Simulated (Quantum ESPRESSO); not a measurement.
**Run report: HfN, band-structure run (part 1 of 2)**

- system: HfN (Fm-3m, 2 atoms in the cell)
- method: Kohn-Sham DFT of a periodic cell, PBE, spin-orbit coupling, PseudoDojo 0.4 FR PBE standard, no spin polarisation (Quantum ESPRESSO 7.5)

The structure derives from an entry of the Crystallography Open Database.

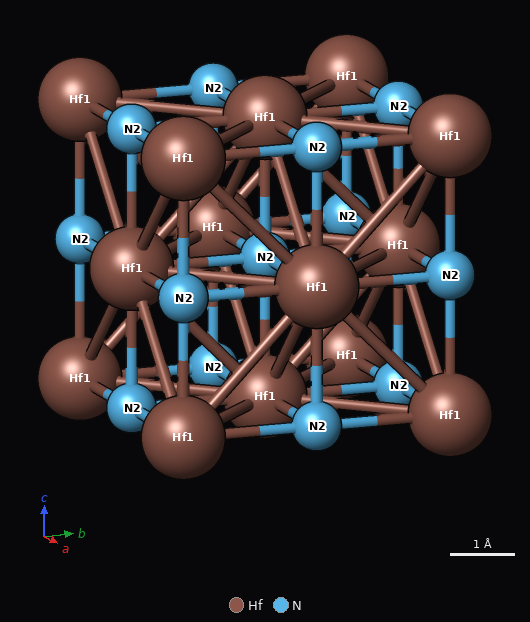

*The structure as given in the input (ball-and-stick view of the cell 4 times as large as that of the calculation, set on its symmetry axes, seen slightly off an axis; atoms are numbered from 1 in the order of the input). An atom can appear more than once, as a periodic image.*

### Input
```
&CONTROL
  calculation = 'scf'
  prefix = 'pwscf'
  outdir = './tmp'
  pseudo_dir = './pseudo'
  tprnfor = .true.
  tstress = .true.
  disk_io = 'low'
/
&SYSTEM
  ibrav = 0
  A = 3.1904658
  nat = 2
  ntyp = 2
  ecutwfc = 84
  nbnd = 30
  occupations = 'smearing'
  smearing = 'fd'
  degauss = 0.00367493
  noncolin = .true.
  lspinorb = .true.
/
&ELECTRONS
  conv_thr = 4d-10
  electron_maxstep = 120
  mixing_beta = 0.5
/
ATOMIC_SPECIES
Hf   178.4900 Hf.upf
N     14.0070 N.upf
CELL_PARAMETERS alat
   0.0000000000    0.7071067805    0.7071067805
   0.7071067805    0.0000000000    0.7071067805
   0.7071067805    0.7071067805    0.0000000000
ATOMIC_POSITIONS alat
Hf     0.0000000000    0.0000000000    0.0000000000
N      0.7071067805    0.7071067805    0.7071067805
K_POINTS automatic
10 10 10 0 0 0
```

### File bands.in
```
&CONTROL
  calculation = 'bands'
  prefix = 'pwscf'
  outdir = './tmp'
  pseudo_dir = './pseudo'
  disk_io = 'low'
  verbosity = 'high'
/
&SYSTEM
  ibrav = 0
  A = 3.1904658
  nat = 2
  ntyp = 2
  ecutwfc = 84
  nbnd = 30
  occupations = 'smearing'
  smearing = 'fd'
  degauss = 0.00367493
  noncolin = .true.
  lspinorb = .true.
/
&ELECTRONS
  conv_thr = 1d-08
  electron_maxstep = 120
  mixing_beta = 0.5
  diago_full_acc = .true.
  startingwfc = 'random'
/
ATOMIC_SPECIES
Hf   178.4900 Hf.upf
N     14.0070 N.upf
CELL_PARAMETERS alat
   0.0000000000    0.7071067805    0.7071067805
   0.7071067805    0.0000000000    0.7071067805
   0.7071067805    0.7071067805    0.0000000000
ATOMIC_POSITIONS alat
Hf     0.0000000000    0.0000000000    0.0000000000
N      0.7071067805    0.7071067805    0.7071067805
K_POINTS crystal
60
 0.0000000000  0.0000000000  0.0000000000 1
 0.0625000000  0.0000000000  0.0625000000 1
 0.1250000000  0.0000000000  0.1250000000 1
 0.1875000000  0.0000000000  0.1875000000 1
 0.2500000000  0.0000000000  0.2500000000 1
 0.3125000000  0.0000000000  0.3125000000 1
 0.3750000000  0.0000000000  0.3750000000 1
 0.4375000000  0.0000000000  0.4375000000 1
 0.5000000000  0.0000000000  0.5000000000 1
 0.5000000000  0.0625000000  0.5625000000 1
 0.5000000000  0.1250000000  0.6250000000 1
 0.5000000000  0.1875000000  0.6875000000 1
 0.5000000000  0.2500000000  0.7500000000 1
 0.4375000000  0.3125000000  0.7500000000 1
 0.3750000000  0.3750000000  0.7500000000 1
 0.3375000000  0.3375000000  0.6750000000 1
 0.3000000000  0.3000000000  0.6000000000 1
 0.2625000000  0.2625000000  0.5250000000 1
 0.2250000000  0.2250000000  0.4500000000 1
 0.1875000000  0.1875000000  0.3750000000 1
 0.1500000000  0.1500000000  0.3000000000 1
 0.1125000000  0.1125000000  0.2250000000 1
 0.0750000000  0.0750000000  0.1500000000 1
 0.0375000000  0.0375000000  0.0750000000 1
 0.0000000000  0.0000000000  0.0000000000 1
 0.0625000000  0.0625000000  0.0625000000 1
 0.1250000000  0.1250000000  0.1250000000 1
 0.1875000000  0.1875000000  0.1875000000 1
 0.2500000000  0.2500000000  0.2500000000 1
 0.3125000000  0.3125000000  0.3125000000 1
 0.3750000000  0.3750000000  0.3750000000 1
 0.4375000000  0.4375000000  0.4375000000 1
 0.5000000000  0.5000000000  0.5000000000 1
 0.5250000000  0.4500000000  0.5250000000 1
 0.5500000000  0.4000000000  0.5500000000 1
 0.5750000000  0.3500000000  0.5750000000 1
 0.6000000000  0.3000000000  0.6000000000 1
 0.6250000000  0.2500000000  0.6250000000 1
 0.5833333333  0.2500000000  0.6666666667 1
 0.5416666667  0.2500000000  0.7083333333 1
 0.5000000000  0.2500000000  0.7500000000 1
 0.5000000000  0.2857142857  0.7142857143 1
 0.5000000000  0.3214285714  0.6785714286 1
 0.5000000000  0.3571428571  0.6428571429 1
 0.5000000000  0.3928571429  0.6071428571 1
 0.5000000000  0.4285714286  0.5714285714 1
 0.5000000000  0.4642857143  0.5357142857 1
 0.5000000000  0.5000000000  0.5000000000 1
 0.4821428571  0.4821428571  0.5357142857 1
 0.4642857143  0.4642857143  0.5714285714 1
 0.4464285714  0.4464285714  0.6071428571 1
 0.4285714286  0.4285714286  0.6428571429 1
 0.4107142857  0.4107142857  0.6785714286 1
 0.3928571429  0.3928571429  0.7142857143 1
 0.3750000000  0.3750000000  0.7500000000 1
 0.6250000000  0.2500000000  0.6250000000 1
 0.5937500000  0.1875000000  0.5937500000 1
 0.5625000000  0.1250000000  0.5625000000 1
 0.5312500000  0.0625000000  0.5312500000 1
 0.5000000000  0.0000000000  0.5000000000 1
```

Machine: 1 thread of Arm Neoverse V1, 24 GiB of memory available, shared host.

Launched with:
```bash
OMP_NUM_THREADS=1 pw.x -in pw.in > pw.out
OMP_NUM_THREADS=1 pw.x -in bands.in > bands.out
```

### Log
```
This program is part of the open-source Quantum ESPRESSO suite
     for quantum simulation of materials; please cite
         "P. Giannozzi et al., J. Phys.:Condens. Matter 21 395502 (2009);
         "P. Giannozzi et al., J. Phys.:Condens. Matter 29 465901 (2017);
         "P. Giannozzi et al., J. Chem. Phys. 152 154105 (2020);
          URL
     in publications or presentations arising from this work. More details at

     Message from routine setup:
     using ibrav=0 with symmetry is DISCOURAGED, use correct ibrav instead

     G-vector sticks info
     --------------------
     sticks:   dense  smooth     PW     G-vecs:    dense   smooth      PW
     Sum         847     847    253                16145    16145    2733

     Using Slab Decomposition

     bravais-lattice index     =            0
     lattice parameter (alat)  =       6.0291  a.u.
     unit-cell volume          =     154.9687 (a.u.)^3
     number of atoms/cell      =            2
     number of atomic types    =            2
     number of electrons       =        17.00
     number of Kohn-Sham states=           30
     kinetic-energy cutoff     =      84.0000  Ry
     charge density cutoff     =     336.0000  Ry
     scf convergence threshold =      4.0E-10
     mixing beta               =       0.5000
     number of iterations used =            8  plain     mixing
     Exchange-correlation= PBE
                           (   1   4   3   4   0   0   0)
     Non magnetic calculation with spin-orbit

     celldm(1)=   6.029107  celldm(2)=   0.000000  celldm(3)=   0.000000
     celldm(4)=   0.000000  celldm(5)=   0.000000  celldm(6)=   0.000000

     crystal axes: (cart. coord. in units of alat)
               a(1) = (   0.000000   0.707107   0.707107 )
               a(2) = (   0.707107   0.000000   0.707107 )
               a(3) = (   0.707107   0.707107   0.000000 )

     reciprocal axes: (cart. coord. in units 2 pi/alat)
               b(1) = ( -0.707107  0.707107  0.707107 )
               b(2) = (  0.707107 -0.707107  0.707107 )
               b(3) = (  0.707107  0.707107 -0.707107 )

     PseudoPot. # 1 for Hf read from file:
     Hf.upf
     Pseudo is Norm-conserving + core correction, Zval = 12.0
     Generated using ONCVPSP code by D. R. Hamann
     Using radial grid of 1716 points, 14 beta functions with:
                l(1) =   0
                l(2) =   0
                l(3) =   1
                l(4) =   1
                l(5) =   1
                l(6) =   1
                l(7) =   2
                l(8) =   2
                l(9) =   2
               l(10) =   2
               l(11) =   3
               l(12) =   3
               l(13) =   3
               l(14) =   3

     PseudoPot. # 2 for N  read from file:
     N.upf
     Pseudo is Norm-conserving + core correction, Zval =  5.0
     Generated using ONCVPSP code by D. R. Hamann
     Using radial grid of 1058 points,  6 beta functions with:
                l(1) =   0
                l(2) =   0
                l(3) =   1
                l(4) =   1
                l(5) =   1
                l(6) =   1

     atomic species   valence    mass     pseudopotential
     Hf               12.00   178.49000     Hf( 1.00)
     N                 5.00    14.00700     N ( 1.00)

     48 Sym. Ops., with inversion, found

   Cartesian axes

     site n.     atom                  positions (alat units)
         1        Hf     tau(   1) = (   0.0000000   0.0000000   0.0000000  )
         2        N      tau(   2) = (   0.7071068   0.7071068   0.7071068  )

     number of k points=    47  Fermi-Dirac smearing, width (Ry)=  0.0037
                       cart. coord. in units 2pi/alat
        k(    1) = (   0.0000000   0.0000000   0.0000000), wk =   0.0010000
        k(    2) = (   0.0707107   0.0707107  -0.0707107), wk =   0.0080000
        k(    3) = (   0.1414214   0.1414214  -0.1414214), wk =   0.0080000
        k(    4) = (   0.2121320   0.2121320  -0.2121320), wk =   0.0080000
        k(    5) = (   0.2828427   0.2828427  -0.2828427), wk =   0.0080000
        k(    6) = (  -0.3535534  -0.3535534   0.3535534), wk =   0.0040000
        k(    7) = (   0.1414214  -0.0000000   0.0000000), wk =   0.0060000
        k(    8) = (   0.2121320   0.0707107  -0.0707107), wk =   0.0240000
        k(    9) = (   0.2828427   0.1414214  -0.1414214), wk =   0.0240000
        k(   10) = (   0.3535534   0.2121320  -0.2121320), wk =   0.0240000
        k(   11) = (  -0.2828427  -0.4242641   0.4242641), wk =   0.0240000
        k(   12) = (  -0.2121320  -0.3535534   0.3535534), wk =   0.0240000
        k(   13) = (  -0.1414214  -0.2828427   0.2828427), wk =   0.0240000
        k(   14) = (  -0.0707107  -0.2121320   0.2121320), wk =   0.0240000
        k(   15) = (   0.0000000  -0.1414214   0.1414214), wk =   0.0120000
        k(   16) = (   0.2828427  -0.0000000   0.0000000), wk =   0.0060000
        k(   17) = (   0.3535534   0.0707107  -0.0707107), wk =   0.0240000
        k(   18) = (   0.4242641   0.1414214  -0.1414214), wk =   0.0240000
        k(   19) = (  -0.2121320  -0.4949747   0.4949747), wk =   0.0240000
        k(   20) = (  -0.1414214  -0.4242641   0.4242641), wk =   0.0240000
        k(   21) = (  -0.0707107  -0.3535534   0.3535534), wk =   0.0240000
        k(   22) = (   0.0000000  -0.2828427   0.2828427), wk =   0.0120000
        k(   23) = (   0.4242641   0.0000000  -0.0000000), wk =   0.0060000
        k(   24) = (   0.4949747   0.0707107  -0.0707107), wk =   0.0240000
        k(   25) = (  -0.1414214  -0.5656854   0.5656854), wk =   0.0240000
        k(   26) = (  -0.0707107  -0.4949747   0.4949747), wk =   0.0240000
        k(   27) = (  -0.0000000  -0.4242641   0.4242641), wk =   0.0120000
        k(   28) = (   0.5656854  -0.0000000   0.0000000), wk =   0.0060000
        k(   29) = (  -0.0707107  -0.6363961   0.6363961), wk =   0.0240000
        k(   30) = (   0.0000000  -0.5656854   0.5656854), wk =   0.0120000
        k(   31) = (  -0.7071068   0.0000000   0.0000000), wk =   0.0030000
        k(   32) = (   0.2828427   0.1414214   0.0000000), wk =   0.0240000
        k(   33) = (   0.3535534   0.2121320  -0.0707107), wk =   0.0480000
        k(   34) = (  -0.2828427  -0.4242641   0.5656854), wk =   0.0480000
        k(   35) = (  -0.2121320  -0.3535534   0.4949747), wk =   0.0240000
        k(   36) = (   0.4242641   0.1414214  -0.0000000), wk =   0.0240000
        k(   37) = (  -0.2121320  -0.4949747   0.6363961), wk =   0.0480000
        k(   38) = (  -0.1414214  -0.4242641   0.5656854), wk =   0.0480000
        k(   39) = (  -0.0707107  -0.3535534   0.4949747), wk =   0.0480000
        k(   40) = (   0.0000000  -0.2828427   0.4242641), wk =   0.0240000
        k(   41) = (  -0.1414214  -0.5656854   0.7071068), wk =   0.0240000
        k(   42) = (  -0.0707107  -0.4949747   0.6363961), wk =   0.0480000
        k(   43) = (   0.0000000  -0.4242641   0.5656854), wk =   0.0240000
        k(   44) = (  -0.7071068   0.1414214   0.0000000), wk =   0.0120000
        k(   45) = (  -0.1414214  -0.4242641   0.7071068), wk =   0.0240000
        k(   46) = (  -0.0707107  -0.3535534   0.6363961), wk =   0.0240000
        k(   47) = (  -0.7071068   0.2828427   0.0000000), wk =   0.0120000

     Dense  grid:    16145 G-vectors     FFT dimensions: (  36,  36,  36)

     Initial potential from superposition of free atoms

     starting charge      16.9981, renormalised to      17.0000
     Starting wfcs are   28 randomized atomic wfcs +    2 random wfcs

     Self-consistent Calculation

     iteration #  1     ecut=    84.00 Ry     beta= 0.50
     Davidson diagonalization with overlap
     ethr =  1.00E-02,  avg # of iterations =  4.8

     total energy              =    -133.86328622 Ry
     estimated scf accuracy    <       0.53343525 Ry

     iteration #  2     ecut=    84.00 Ry     beta= 0.50
     Davidson diagonalization with overlap
     ethr =  3.14E-03,  avg # of iterations =  2.0

     total energy              =    -134.02084308 Ry
     estimated scf accuracy    <       0.25132842 Ry

     iteration #  3     ecut=    84.00 Ry     beta= 0.50
     Davidson diagonalization with overlap
     ethr =  1.48E-03,  avg # of iterations =  1.3

     total energy              =    -134.06588502 Ry
     estimated scf accuracy    <       0.00336570 Ry

     iteration #  4     ecut=    84.00 Ry     beta= 0.50
     Davidson diagonalization with overlap
     ethr =  1.98E-05,  avg # of iterations =  3.5

     total energy              =    -134.06632242 Ry
     estimated scf accuracy    <       0.00304299 Ry

     iteration #  5     ecut=    84.00 Ry     beta= 0.50
     Davidson diagonalization with overlap
     ethr =  1.79E-05,  avg # of iterations =  1.0

     total energy              =    -134.06632809 Ry
     estimated scf accuracy    <       0.00025316 Ry

     iteration #  6     ecut=    84.00 Ry     beta= 0.50
     Davidson diagonalization with overlap
     ethr =  1.49E-06,  avg # of iterations =  2.6

     total energy              =    -134.06632395 Ry
     estimated scf accuracy    <       0.00005794 Ry

     iteration #  7     ecut=    84.00 Ry     beta= 0.50
     Davidson diagonalization with overlap
     ethr =  3.41E-07,  avg # of iterations =  1.6

     total energy              =    -134.06631918 Ry
     estimated scf accuracy    <       0.00001717 Ry

     iteration #  8     ecut=    84.00 Ry     beta= 0.50
     Davidson diagonalization with overlap
     ethr =  1.01E-07,  avg # of iterations =  2.0

     total energy              =    -134.06632095 Ry
     estimated scf accuracy    <       0.00000014 Ry

     iteration #  9     ecut=    84.00 Ry     beta= 0.50
     Davidson diagonalization with overlap
     ethr =  8.18E-10,  avg # of iterations =  3.5

     total energy              =    -134.06632104 Ry
     estimated scf accuracy    <       0.00000001 Ry

     iteration # 10     ecut=    84.00 Ry     beta= 0.50
     Davidson diagonalization with overlap
     ethr =  8.80E-11,  avg # of iterations =  2.0

     total energy              =    -134.06632101 Ry
     estimated scf accuracy    <       0.00000008 Ry

     iteration # 11     ecut=    84.00 Ry     beta= 0.50
     Davidson diagonalization with overlap
     ethr =  8.80E-11,  avg # of iterations =  2.0

     End of self-consistent calculation

          k = 0.0000 0.0000 0.0000 (  1989 PWs)   bands (ev):

   -43.6983 -43.6983 -17.8429 -17.8429 -10.0101 -10.0101 -10.0101 -10.0101
     1.3104   1.3104  15.6803  15.6803  15.8683  15.8683  15.8683  15.8683
    18.3968  18.3968  18.3968  18.3968  18.6958  18.6958  20.6562  20.6562
    20.8827  20.8827  20.8827  20.8827  28.3875  28.3875

          k = 0.0707 0.0707-0.0707 (  2028 PWs)   bands (ev):

   -43.6923 -43.6923 -17.8650 -17.8650 -10.1038 -10.1038 -10.0201 -10.0201
     1.5443   1.5443  14.8750  14.8750  15.2342  15.2342  15.2926  15.2926
    18.6485  18.6485  18.7563  18.7563  18.9848  18.9848  21.3486  21.3486
    21.6080  21.6080  21.6193  21.6193  29.1462  29.1462

          k = 0.1414 0.1414-0.1414 (  2012 PWs)   bands (ev):

   -43.6766 -43.6766 -17.9231 -17.9231 -10.3358 -10.3358 -10.0461 -10.0461
     2.1704   2.1704  13.2116  13.2116  14.2525  14.2525  14.2591  14.2591
    19.0839  19.0839  19.6022  19.6022  19.7437  19.7437  22.7758  22.7758
    23.2578  23.2578  23.2924  23.2924  30.9649  30.9649

          k = 0.2121 0.2121-0.2121 (  2012 PWs)   bands (ev):

   -43.6570 -43.6570 -17.9958 -17.9958 -10.5993 -10.5993 -10.0778 -10.0778
     2.9978   2.9978  11.6030  11.6030  13.3587  13.3587  13.3881  13.3881
    19.8211  19.8211  20.7646  20.7646  20.8943  20.8943  23.9873  23.9873
    25.1548  25.1548  25.2197  25.2197  31.8040  31.8040

          k = 0.2828 0.2828-0.2828 (  2024 PWs)   bands (ev):

   -43.6411 -43.6411 -18.0553 -18.0553 -10.7967 -10.7967 -10.1031 -10.1031
     3.7572   3.7572  10.3927  10.3927  12.7767  12.7767  12.8261  12.8261
    20.9938  20.9938  21.9419  21.9419  22.1122  22.1122  24.0504  24.0504
    26.8471  26.8471  26.9445  26.9445  31.1252  31.1254

          k =-0.3536-0.3536 0.3536 (  2006 PWs)   bands (ev):

   -43.6351 -43.6351 -18.0781 -18.0781 -10.8688 -10.8688 -10.1126 -10.1126
     4.0875   4.0875   9.9168   9.9168  12.5771  12.5771  12.6329  12.6329
    22.0671  22.0671  22.4919  22.4919  22.7231  22.7231  23.2258  23.2258
    27.7046  27.7046  27.8032  27.8032  31.0681  31.0681

          k = 0.1414-0.0000 0.0000 (  2025 PWs)   bands (ev):

   -43.6903 -43.6903 -17.8721 -17.8721 -10.1093 -10.1093 -10.0479 -10.0479
     1.6085   1.6085  14.2802  14.2802  15.3691  15.3691  15.5332  15.5332
    17.9812  17.9812  19.2665  19.2665  19.4623  19.4623  20.9491  20.9491
    21.0516  21.0516  22.8330  22.8330  29.3838  29.3838

          k = 0.2121 0.0707-0.0707 (  2007 PWs)   bands (ev):
```
